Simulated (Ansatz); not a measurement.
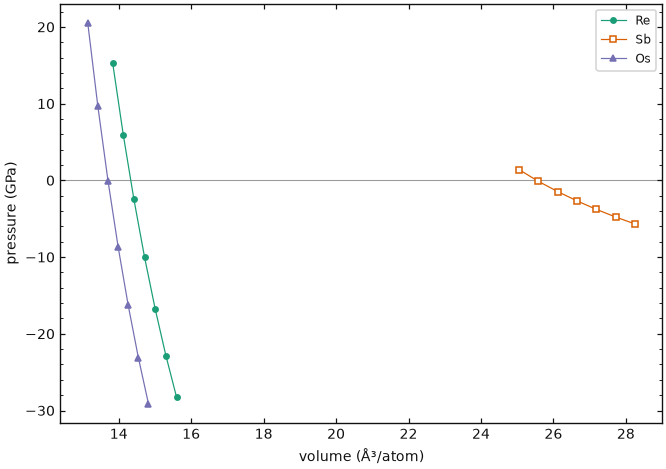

Plotted: pressure against volume, with one curve for each element, for Os, Re and Sb (all in space group P6_3/mmc (No. 194)).

Method: all-electron LAPW DFT, no spin polarisation; energies at scaled volumes of the given cell, shape and fractions fixed, counted from the fit's minimum, third-order Birch-Murnaghan fit (Ansatz 0.2.0). Level: LDA.

- occupations: Fermi–Dirac
- smearing width: 0.05 eV
- potentials: all electron LAPW, scalar relativistic

Settings that differ: Re: k mesh 11×11×6; Sb: k mesh 9×9×5; Os: k mesh 11×11×6.

Order the curves by fitted equilibrium volume, smallest first.

Os 13.702, Re 14.329, Sb 25.540 Å³/atom.

Order the curves by fitted bulk modulus, smallest first.

Sb 68.0, Re 401.6, Os 447.5 GPa.

For Re: how does the pressure vary with volume?

It falls from 15.35 GPa at volume 13.83 Å³/atom to −28.26 GPa at 15.60 Å³/atom, and changes sign near 14.33 Å³/atom.

For Sb: what does the pressure do across the range?

It falls from 1.39 GPa at volume 25.05 Å³/atom to −5.68 GPa at 28.25 Å³/atom, and changes sign near 25.54 Å³/atom.

Limits of the calculation: shape and atomic fractions are frozen while scaling, which makes layered, chain and framework solids too stiff.
